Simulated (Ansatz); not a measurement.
# Sampling a charged cell: V_O in SiO2 (P3_121)

Aim: the (+1/0) level of V_O in SiO2 (P3_121) as a function of the k-point sampling, with the cost of each choice. The model is a cell of 72 host atoms with 1 O taken out; the atoms are relaxed once and then held.

Main program and level: Ansatz 0.2.0; plane-wave PAW DFT; relaxations with PBEsol, then single points with PBEsol, on supercells at fixed charge in a uniform background.

## (1) Starting point

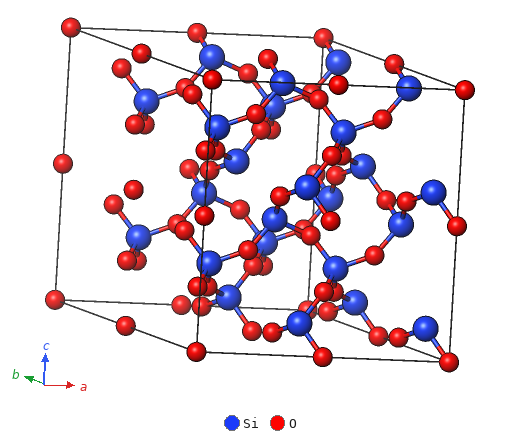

The starting structure, seen slightly off an axis (silicon blue, oxygen red). Bonds to atoms that aren't drawn are left out. Some periodic images of atoms are drawn too.

The cell holds 71 atoms: 24 Si and 47 O. Cell: a = 9.897 Å, b = 9.897 Å, c = 10.883 Å, α = 90.0°, β = 90.0°, γ = 120.0°. It derives from SiO2 (space group P3_121). Nearest the centre at fractional (0.294, 0.427, 0.559): Si10 at 1.62 Å, Si29 at 1.62 Å, O9 at 2.63 Å, O15 at 2.64 Å, O33 at 2.64 Å, O34 at 2.65 Å, O14 at 2.67 Å, O4 at 2.67 Å. The cell carries charge +1.

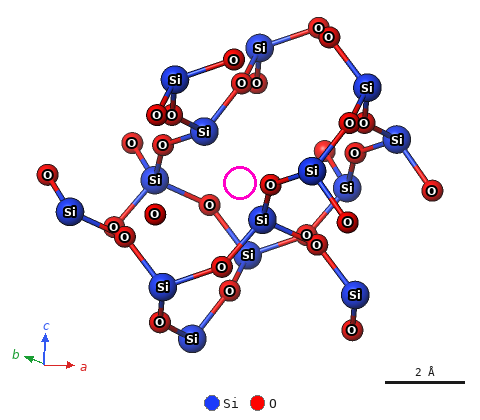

The atoms within 5 Å of the centre. A ring marks the centre wherever it is empty. Bonds to atoms that aren't drawn are left out.

As a file:

```xyz
71
Lattice="9.8968 0.0000 0.0000 -4.9484 8.5709 0.0000 0.0000 0.0000 10.8826" Properties=species:S:1:pos:R:3 pbc="T T T"
Si    1.3106    2.2701    0.0000
Si   -1.1636    2.0154    3.6275
Si    2.3271    0.0000    1.8138
O     0.3011    1.7677    4.2735
O     0.7928    3.6623    0.6460
O    -1.0939    3.1409    2.4598
O     1.3803    1.1446    1.1678
O     3.2670    0.6231    2.9815
O     2.7753    2.5178    4.7953
Si    1.3106    2.2701    5.4413
Si   -1.1636    2.0154    9.0688
Si    2.3271    0.0000    7.2551
O     0.3011    1.7677    9.7148
O    -1.0939    3.1409    7.9011
O     1.3803    1.1446    6.6091
O     3.2670    0.6231    8.4228
O     2.7753    2.5178   10.2366
Si   -1.1636    6.5555    0.0000
Si   -3.6378    6.3008    3.6275
Si   -0.1471    4.2855    1.8138
O    -2.1731    6.0531    4.2735
O    -1.6814    7.9478    0.6460
O    -3.5681    7.4263    2.4598
O    -1.0939    5.4300    1.1678
O     0.7928    4.9086    2.9815
O     0.3011    6.8032    4.7953
Si   -1.1636    6.5555    5.4413
Si   -3.6378    6.3008    9.0688
Si   -0.1471    4.2855    7.2551
O    -2.1731    6.0531    9.7148
O    -1.6814    7.9478    6.0873
O    -3.5681    7.4263    7.9011
O    -1.0939    5.4300    6.6091
O     0.7928    4.9086    8.4228
O     0.3011    6.8032   10.2366
Si    6.2591    2.2701    0.0000
Si    3.7848    2.0154    3.6275
Si    7.2756    0.0000    1.8138
O     5.2495    1.7677    4.2735
O     5.7412    3.6623    0.6460
O     3.8545    3.1409    2.4598
O     6.3287    1.1446    1.1678
O     8.2155    0.6231    2.9815
O     7.7237    2.5178    4.7953
Si    6.2591    2.2701    5.4413
Si    3.7848    2.0154    9.0688
Si    7.2756    0.0000    7.2551
O     5.2495    1.7677    9.7148
O     5.7412    3.6623    6.0873
O     3.8545    3.1409    7.9011
O     6.3287    1.1446    6.6091
O     8.2155    0.6231    8.4228
O     7.7237    2.5178   10.2366
Si    3.7848    6.5555    0.0000
Si    1.3106    6.3008    3.6275
Si    4.8013    4.2855    1.8138
O     2.7753    6.0531    4.2735
O     3.2670    7.9478    0.6460
O     1.3803    7.4263    2.4598
O     3.8545    5.4300    1.1678
O     5.7412    4.9086    2.9815
O     5.2495    6.8032    4.7953
Si    3.7848    6.5555    5.4413
Si    1.3106    6.3008    9.0688
Si    4.8013    4.2855    7.2551
O     2.7753    6.0531    9.7148
O     3.2670    7.9478    6.0873
O     1.3803    7.4263    7.9011
O     3.8545    5.4300    6.6091
O     5.7412    4.9086    8.4228
O     5.2495    6.8032   10.2366
```

Known beforehand: the electronic dielectric constant, (2.49, 2.49, 2.52), and the static one, (4.63, 4.63, 4.85), computed on the host (DFPT, PBEsol).

The cell's shortest repeat is 9.9 Å.

## (2) Relaxing both charge states, PBEsol

The study needs fixed structures, so each charge is relaxed once, at one point at (¼, ¼, ¼), from small random displacements that break the symmetry of the site.

File qp1_M1.relax/input.yaml:

```yaml
crystal:
  lattice:
    - [4.94841373, 0.0, 0.0]
    - [-2.47420687, 4.285452, 0.0]
    - [0.0, 0.0, 5.44132167]
  atoms:
    - { symbol: Si, position: [0.529715, 0.529715, 0.0] }
    - { symbol: Si, position: [0.0, 0.470285, 0.666667] }
    - { symbol: Si, position: [0.470285, 0.0, 0.333333] }
    - { symbol: O, position: [0.267082, 0.412487, 0.785389] }
    - { symbol: O, position: [0.587513, 0.854595, 0.118722] }
    - { symbol: O, position: [0.145405, 0.732918, 0.452055] }
    - { symbol: O, position: [0.412487, 0.267082, 0.214611] }
    - { symbol: O, position: [0.732918, 0.145405, 0.547945] }
    - { symbol: O, position: [0.854595, 0.587513, 0.881278] }
  supercell: [2, 2, 2]
  defects: [{ vacancy: 13 }]
total_charge: 1
basis:
  ecutwfc: 420
  xc_grid: 2
hamiltonian:
  xc: pbesol
  pseudopotentials: { kind: paw, azcp: { folder: soft_1 }, xc_functional: pbe }
kpoints:
  mp_grid: { grid: [1, 1, 1], shift: [0.25, 0.25, 0.25] }
magnetization:
  spin_polarized: true
  initial_magnetization: 1
  spin_locking: { lock_magnetization: hard }
scf:
  occupations: { method: fixed }
  max_iter: 80
output:
  forces: true
  charged_corrections:
    epsilon: [2.49, 2.49, 2.52]
    static_epsilon: [4.63, 4.63, 4.85]
    defect_position: [0.293757, 0.427297, 0.559361]
relax:
  f_tol: 0.015
  max_steps: 60
  random_displacement: { amplitude: 0.04, seed: 1792 }
checkpoint:
  write: "../qp1_M1.relax.run"
  compress: false
  write_wavefunctions: true
  write_every: 100000
```

The run is started by

```
ansatz run input.yaml --threads 32 --pin off --max-ram 84787MiB --backend cuda --events-out ev --progress --plain --runs-dir out --max-vram 78GiB
```

Numbers of over 12 decimals in the logs are rounded to 6 here.

Log:

```text
[... repeated set-up lines and file paths are left out, and long positions are rounded to six places ...]
Engine: ansatz 0.2.0, aarch64-unknown-linux-gnu
Pseudopotentials: kind: paw
Pseudopotential: Si, paw, valence charge 4, recommended cutoff 420 eV (normal), soft_1/Si.paw.azcp
Pseudopotential: O, paw, valence charge 6, recommended cutoff 420 eV (normal), soft_1/O.paw.azcp
Functional definition: PBEsol
  exchange = pbesol_x
  correlation = pbesol_c
[...]
Crystal: 71 atoms, lattice volume = 923.118 Å³
Basis set: ecut = 420 eV, 18049 PW (Γ), exchange–correlation on 144×144×150 points (8 copies of the dense FFT grid, shifted against one another)
Bands: 260, of which v1, the nominal top of the filled ones, is band 189 counted from 1 (188 counted from 0)
Symmetry: 1 space group operations
k-points: 1
Non-local potential: Si, projectors of the file, l = 0: 2, l = 1: 2, l = 2: 1
Non-local potential: O, projectors of the file, l = 0: 2, l = 1: 2, l = 2: 1
PAW form: soft (Blöchl's): semilocal exchange-correlation on the pseudo side does not see the compensation charge
PAW frozen core: Si, regenerated for the run's functional, and the local potential with it (the file was generated under x = pbe(κ = 0.804, μ = 0.219515), c = pbe(β = 0.066725))
PAW frozen core: O, regenerated for the run's functional, and the local potential with it (the file was generated under x = pbe(κ = 0.804, μ = 0.219515), c = pbe(β = 0.066725))
PAW one-centre angular grid: Si, 110 points (default); XC on 64 Gauss nodes
PAW one-centre angular grid: O, 110 points (default); XC on 64 Gauss nodes
Initial density: superposition of atomic densities (chi_scale 0.1, normalization cell, long waves kept (reshape's long-wave potential 0.18 eV rms))
Starting moments: Σ|m| = 1 μB on 71 of 71 sites
Initial wavefunctions: pseudopotential atomic-orbital guess
[...]
Functional: x = pbesol(κ = 0.804, μ = 0.123457), c = pbesol(β = 0.046)
SCF iter   1: F=—  HF=-41393.906629 eV  |Δ(HF+E_count)|=         —  Δρ=6.36e-2 (↑6.24e-2 ↓6.36e-2)  dr2=1.34e2  dr2_m=1.27e-1  M=1.000 μB ∫|m|=1.042 μB  Hψ=1706
preconditioner: auto → Resta (q_TF=auto, 2.350 Å⁻¹)  ε∞=2.8  [insulator: Δε(μ)=3.014 eV  Ē_g=17.722 eV  n_scr=212 (ndim 8)  ℏωp=23.7 eV  f_vac=0.006  ε∞_Penn≈2.8]
spin=Collinear: Resta preconditioning applied to the charge; magnetization (m = ρ↑ − ρ↓) channel mixes plain (no charge-response kernel on spin).
SCF iter   2: F=—  HF=-41362.948156 eV  |Δ(HF+E_count)|=    3.10e1  Δρ=2.90e-2 (↑2.82e-2 ↓2.90e-2)  dr2=2.86e1  dr2_m=6.30e-2  M=1.000 μB ∫|m|=1.034 μB  Hψ=936
[...]
SCF iter   9: F=-41356.425685 eV  HF=-41356.425676 eV  |Δ(HF+E_count)|=   4.01e-5  Δρ=1.01e-5 (↑1.00e-5 ↓1.01e-5)  dr2=3.45e-6  dr2_m=1.49e-8  M=1.000 μB ∫|m|=1.041 μB  Hψ=1913
SCF 1 converged in 9 iterations: F = -41356.425685 eV  dr2 = 3.45e-6
[...]
relax step   1: F+E_penalty+E_count = -41356.42568531 eV  Δ(F+E_penalty+E_count) = +0.000e0 eV  max|allowed force component| = 3.351e0 eV/Å  Δτ_max = 0.0000 Å  (9 SCF iters, dr2 threshold 5.63e-6 eV, accepted)
[...]
relax step   2: F+E_penalty+E_count = -41357.46940773 eV  Δ(F+E_penalty+E_count) = -1.044e0 eV  max|allowed force component| = 2.075e0 eV/Å  Δτ_max = 0.0379 Å  (6 SCF iters, dr2 threshold 1.00e-4 eV, accepted)
[...]
relax step   4: F+E_penalty+E_count = -41358.36944216 eV  Δ(F+E_penalty+E_count) = -4.185e-2 eV  max|allowed force component| = 1.028e-1 eV/Å  Δτ_max = 0.0823 Å  (7 SCF iters, dr2 threshold 8.38e-6 eV, accepted)
[...]
relax step   6: F+E_penalty+E_count = -41358.38250522 eV  Δ(F+E_penalty+E_count) = -5.924e-3 eV  max|allowed force component| = 8.236e-2 eV/Å  Δτ_max = 0.0646 Å  (7 SCF iters, dr2 threshold 4.78e-6 eV, accepted)
[...]
relax step   8: F+E_penalty+E_count = -41358.38578450 eV  Δ(F+E_penalty+E_count) = -4.712e-4 eV  max|allowed force component| = 1.248e-2 eV/Å  Δτ_max = 0.0062 Å  (6 SCF iters, accepted)
[...]
NSCF: frozen V_eff on 1 k-points
[...]
SCF converged after 6 iterations
Stability checked in part: among states of this total moment the steps that led to this state did not find it unstable. No probe was made; neither looks for a lower state of another moment (fixed_total_moment; see scf.lower_state_search)
Magnetization: 1.0000 μB (189.0000 up, 188.0000 down)
Absolute magnetization: 1.0380 μB (∫|ρ↑−ρ↓|, with the PAW one-centre terms)
Spin contamination: 0.0018 ħ² per cell (⟨S²⟩ above its minimum at these occupations)
Per-site moments (μB) at R_I (Å): [(-3.152233992251282e-6, 0.667346), (0.000282359, 0.663662), (1.474374912161741e-5, 0.667770), [... 6 left out ...]
Free energy (F): -41358.385784 eV
Harris-Foulkes:  -41358.385785 eV  (|F-HF|=3.88e-8)
Internal energy: -41358.385784 eV  (E = F + TS)
E sigma→0 (E₀):  -41358.385784 eV
Fermi energy:    2.818043 (↑ 2.818043, ↓ 2.177260) eV
--- Per-component energies (eV) ---
  E_band       = -1732.171562
  E_kinetic    = 9100.500392
  E_local      = -23347.691999  (includes V_loc(G=0)·N_el)
  E_nonlocal   = 3003.918458
  E_hartree    = 8538.163186
  E_xc         = -4676.293481
  E_vxc        = -5426.021337  (∫ρ·V_xc dr)
  E_paw        = -19375.143692  (= ΣΔE_a)
  E_vpaw       = -2139.234551  (= ΣTr[D̂ρ^β])
  E_aug_tail   = 0.039175  (compensation charges beyond the density's cutoff)
  E_ewald      = -14604.293811
  E_core_change = 2.415989  (= ΣΔE_core)
  E_smearing   = -0.000000  (= −TS)
  E_closure    = -0.000000  (closes the sum)
  E_deformation_potential = 11.559657  (in the stress; not in F)
  Σ components = -41358.385784   (vs F -41358.385784, Δ=0.00e0)
--- Forces (eV/Å), atoms counted from 1 ---
  atom   1  Si     0.00391664     0.00573994     0.00068237
  atom   2  Si    -0.00125352     0.00199313    -0.01164649
  [... 1 atom left out ...]
  atom   4  O     -0.01248144    -0.00908637     0.00416841
  [... 2 atoms left out ...]
  [... 65 more lines of this table ...]
  max |Σ_I F_I| component: 3.42e-5 eV/Å
--- Charged-cell corrections in eV (Makov–Payne, q = +1.000 e, ε = [4.630, 4.630, 4.850]) ---
  F (periodic)     = -41358.385784  (uncorrected; the corrections below are reported, never added to it)
  E_corr1          = +0.446639  (monopole, q²α_M/2ε̄L, of the cell on which ε is isotropic)
  F Makov-Payne    = -41357.939145  (F + E_corr1; no measured alignment; for a localised charge, not one spread in a band: unchecked)
  no potential alignment in this run, which stands beside a crystal: run the host's input off ansatz write-host-input, and read the two finished runs by ansatz place-levels (neither reads a slab, a wire or a sheet, whose cell leaves a vacuum)
--- Band table (eV) ---
  k-point 0 ↑: bands = ["-17.0229", "-16.9145", "-16.7701", "-16.7338", "-16.6479", "-16.5728", "-16.5202", "-16.4527", "-16.3565", [... rest cut ...]
  k-point 0 ↓: bands = ["-16.9784", "-16.8638", "-16.7543", "-16.7193", "-16.6394", "-16.5622", "-16.5111", "-16.4428", "-16.3376", [... rest cut ...]
--- Relaxed structure (8 steps of the walk, 8 accepted, 0 SCFs on fresh bases) ---
  F+E_penalty+E_count = -41358.38578450 eV   max|allowed force component| = 1.248e-2 eV/Å
  atoms:
    - { symbol: Si, position: [0.263690, 0.263895, 0.002252] }
    - { symbol: Si, position: [-0.006035, 0.243164, 0.334501] }
    [... 1 atom left out ...]
    - { symbol: O, position: [0.128498, 0.224044, 0.407197] }
    [... 2 atoms left out ...]
  [... 65 more lines of this table ...]
```

Run time: 7.8 s. Hardware: 1 × NVIDIA GB200 with 32 threads of Arm Neoverse V2, shared host; peak memory 1.5 GiB.

Step by step:

| step | energy less that of the first step (eV) | largest force component (eV/Å) |
| --- | --- | --- |
| 1 | 0.0000 | 3.3514 |
| 2 | -1.0437 | 2.0746 |
| 3 | -1.9019 | 0.3661 |
| 4 | -1.9438 | 0.1028 |
| 5 | -1.9509 | 0.2463 |
| 6 | -1.9568 | 0.0824 |
| 7 | -1.9596 | 0.0215 |
| 8 | -1.9601 | 0.0125 |

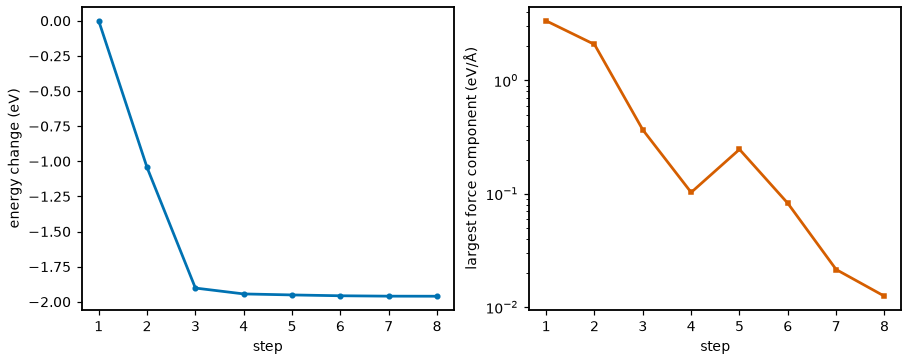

Energy and largest force along the relaxation.

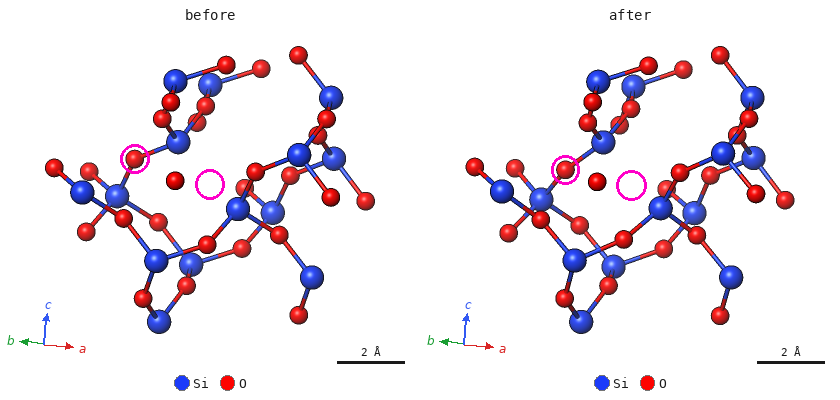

Before and after: the atoms that start within 5 Å of the centre. O33, which moves most, is ringed if it is among them. A ring with no atom in it marks the empty centre. Bonds to atoms that aren't drawn are left out.

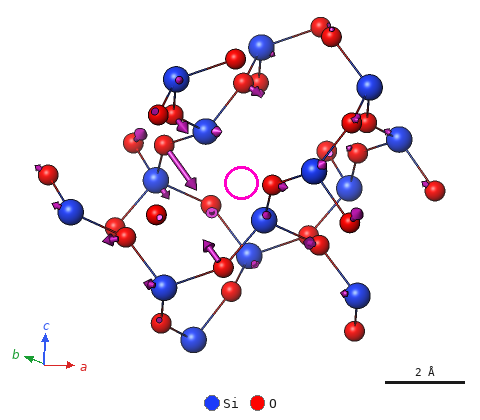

Displacements in the relaxation from the typed sites near the centre, exaggerated, the mean shift taken out; the longest in the cell stands for 0.43 Å. A ring marks the centre wherever it is empty. Bonds to atoms that aren't drawn are left out.

The atoms that moved most (Å, from the sites as typed, ahead of the random displacement, the mean shift of all atoms taken out):

| atom | dx | dy | dz | length |
| --- | --- | --- | --- | --- |
| O33 | 0.239 | -0.222 | -0.279 | 0.430 |
| O4 | -0.135 | 0.149 | 0.152 | 0.252 |
| O31 | 0.053 | -0.164 | 0.128 | 0.214 |
| O14 | 0.088 | -0.123 | -0.087 | 0.175 |
| O44 | -0.132 | 0.061 | -0.044 | 0.152 |
| O9 | -0.085 | 0.125 | -0.010 | 0.152 |
| O39 | -0.122 | -0.020 | 0.085 | 0.150 |
| O26 | 0.021 | 0.101 | -0.090 | 0.137 |

Neighbours of the ideal centre at the end:

| atom | distance (Å) |
| --- | --- |
| Si29 | 1.574 |
| Si10 | 1.655 |
| O33 | 2.277 |
| O4 | 2.485 |
| O9 | 2.510 |
| O14 | 2.581 |
| O34 | 2.582 |
| O15 | 2.707 |

| charge | moment set (μB) | steps | largest displacement (Å) | time |
| --- | --- | --- | --- | --- |
| 0 | 0 | 8 | 0.56 | 4.1 s |
| +1 | 1 | 8 | 0.43 | 7.8 s |

The relaxation ends 28 meV an atom lower than the displaced start, with a largest force component of 0.012 eV/Å.

[end of part 1 of 2]

[Logs are printed without paths, hosts, clocks, repeated set-up lines and the standing remarks that a program may print on its own settings, such as how far it seeks lower states.]

[Hosts, paths, dates, database ids (printed as entryN), source tags and the programs' standing remarks are cut or masked in the printed files.]

[Where a table of states has a column of steps, it counts the stored structures, which are thinned; the runs took as many ionic steps or more.]

[For some hosts the program warned that the k-mesh of the response run may be too coarse for force constants and the static dielectric constant; such warnings are not shown here.]
